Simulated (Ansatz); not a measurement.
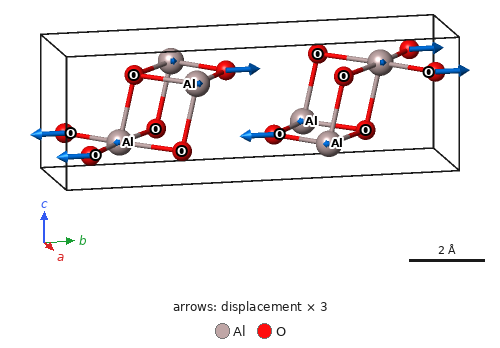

A relaxation of crystalline AlO₂ (set up in Cmcm). The starting structure is drawn; blue arrows show the displacements (the part carried along by the change of the cell is left out), magnified 3 times.

A ball-and-stick model of the conventional cell (2 times the calculation's cell), seen slightly off an axis. Lengths and directions refer to the drawn axes.

The run lets cell and atoms move.

These are results of Kohn-Sham DFT of a periodic cell, r2SCAN, Ansatz PAW (Ansatz 0.2.0), not measurements.

Input
```yaml
crystal:
  lattice:
    - [1.488162, -5.402833, 0.0]
    - [1.488162, 5.402833, 0.0]
    - [0.0, 0.0, 3.646612]
  atoms:
    - { symbol: Al, position: [0.668133, 0.331867, 0.75] }
    - { symbol: Al, position: [0.331867, 0.668133, 0.25] }
    - { symbol: O, position: [0.061072, 0.938928, 0.75] }
    - { symbol: O, position: [0.938928, 0.061072, 0.25] }
    - { symbol: O, position: [0.294184, 0.705816, 0.75] }
    - { symbol: O, position: [0.705816, 0.294184, 0.25] }
hamiltonian:
  xc: r2scan
  pseudopotentials: { kind: paw }
kpoints:
  mp_grid: { grid: [9, 9, 7] }
scf:
  occupations: { method: fermi_dirac, width: 0.05 }
output:
  forces: true
  stress: true
  eigenvalues: true
  write_density: true
  write_potential: true
  elf: true
  volumetric_format: npy
relax:
  f_tol: 0.01
  max_steps: 40
  cell: { stress_tol: 0.05 }
```

Run as
```bash
ansatz run input.yaml --threads 2 --pin off --max-ram 5632MiB --backend cpu --events-out ev --progress --plain --runs-dir out
```

Atoms of which element are displaced furthest, and by how much?

Answer. Oxygen: up to 0.32 Å, against 0.06 Å for aluminium.

What happened in the run?

Answer. After 8 accepted moves (11 points after the start) the energy has fallen by 165 meV per atom. Largest force component: 0.79 eV/Å at the start, 0.0013 eV/Å at the end. Pressure: −7.40 GPa at the start and −0.01 GPa at the end. The line search rejected the trial step at point 7 of the run. At 2 points the geometry stayed and the basis and grid were re-selected for the new cell (energy shift of 0.8 meV per atom at most each time). The largest moves relative to the cell, 0.32 Å, are those of O atoms. Largest moves by element: O 0.32 Å, Al 0.06 Å. The drawn cell changes as follows: a 2.976 → 2.904 Å (−2.4 %), b 10.806 → 9.831 Å (−9.0 %), c 3.647 → 3.592 Å (−1.5 %); the volume changes by −12.6 %. Among the contacts that change: Al–O 1.885 → 1.957 Å, Al–O 2.017 → 1.953 Å, Al–O 1.868 → 1.844 Å. Bond angles that change, for instance: O–Al–O 104.3° → 95.8°, Al–O–Al 104.3° → 95.8°, O–Al–O 175.4° → 179.9°. The space group stays Cmcm (No. 63). Cost: 91 s on 2 threads of Arm Neoverse V2 (shared host), peak memory 0.68 GiB.
